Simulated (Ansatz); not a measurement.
System: Hg, space group Fd-3m (No. 227) (one of a set of cubic test structures, which need not be the stable phase).

One of the inputs:
```
crystal:
  lattice:
    - [0.0, 3.811554108654, 3.811554108654]
    - [3.811554108654, 0.0, 3.811554108654]
    - [3.811554108654, 3.811554108654, 0.0]
  atoms:
    - { symbol: Hg, position: [0, 0, 0] }
    - { symbol: Hg, position: [0.25, 0.25, 0.25] }
kpoints:
  mp_grid: { grid: [13, 13, 13] }
hamiltonian:
  xc: pbe
  pseudopotentials:
    kind: paw
    azcp:
      Hg: "pseudopotentials/pbe/paw/ansatz_paw_generated_hard_1/Hg.paw.azcp"
scf:
  occupations: { method: fermi_dirac, width: 0.061225619053 }
  convergence: { dr2_threshold: "1e-9 eV" }
  max_iter: 300
output:
  forces: true
  stress: true
```

Run as:
```bash
ansatz run input.yaml --threads 1
```

Computed with Ansatz 0.2.0 development build: equation of state of a cubic crystal from periodic Kohn-Sham density functional theory without spin; pressure corrected for the finite basis. Level: PBE, no spin-orbit coupling.

structure type diamond; atoms in cell 2; space group number 227; lattice centring face-centred primitive; k mesh 13×13×13; occupation method Fermi–Dirac; occupation width 0.06123 eV; wave cutoff 700 eV; datasets hard PAW; density tolerance 1e−09 eV; bands 39; density cutoff ratio 4; search for lower states default.

Describe the result: the energy above the lowest point and pressure against volume. The volume takes the values 53.11, 54.24, 55.37, 56.50, 58.76 Å³/atom.

The energy above the lowest point is 1.009 meV/atom at volume 53.11 Å³/atom and 0.600 meV/atom at 58.76 Å³/atom; the lowest computed point is at volume 56.50 Å³/atom (0.000 meV/atom), and no other minimum shows among the points. The pressure falls from 0.10 GPa at volume 53.11 Å³/atom to −0.07 GPa at 58.76 Å³/atom, and changes sign near 56.2 Å³/atom.

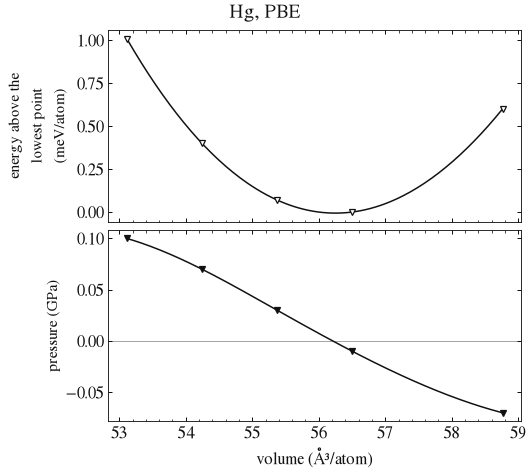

Note: cubic model structure, not the ambient form.
